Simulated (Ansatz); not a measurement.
```xyz
4
Lattice="3.7957 0.0000 0.0000 0.0000 3.7957 0.0000 0.0000 0.0000 3.7957" Properties=species:S:1:pos:R:3 pbc="T T T"
Rh    0.0000    0.0000    0.0000
Rh    1.8979    1.8979    0.0000
Rh    1.8979    0.0000    1.8979
Rh    0.0000    1.8979    1.8979
```

Space group Fm-3m; the calculation finds a residual pressure of about −4 GPa at this fixed cell.

The calculation used DFT PBEsol, scalar-relativistic, plane waves, PAW (Ansatz).

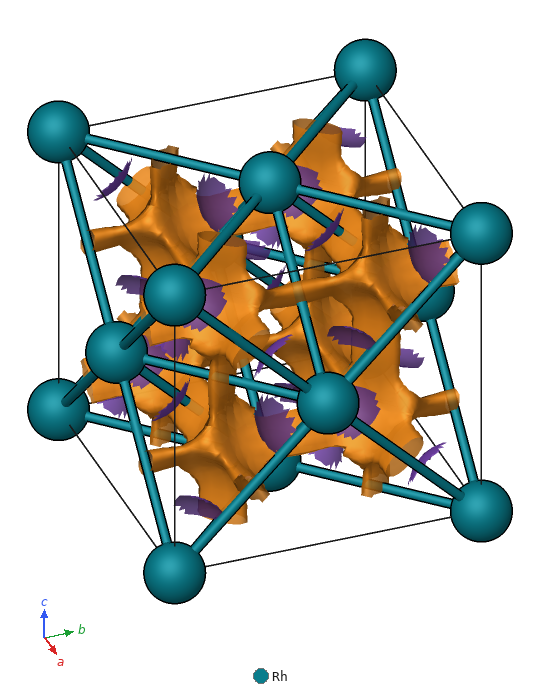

Rh. Bonding charge density, ρ(crystal) − Σ ρ(neutral atoms): orange surfaces at +0.05 and purple ones at −0.05 e/Å³, in the conventional cell seen at an oblique angle (the regions close to the nuclei are left out). Cores are masked to 0.9 Å (Rh).

Core electrons are frozen (PAW), so the fields are smoothed inside the atomic spheres.

Where does charge go when the atoms form this crystal?

Rh–Rh (2.68 Å): Δρ is +0.06 e/Å³ at the midpoint.
Over the whole cell, outside the masked cores, the largest gain, 0.06 e/Å³, lies 1.3 Å from a rhodium nucleus, and the largest loss lies at the edge of the masked core of Rh.
In all about 0.32 e an atom is rearranged against the free atoms.
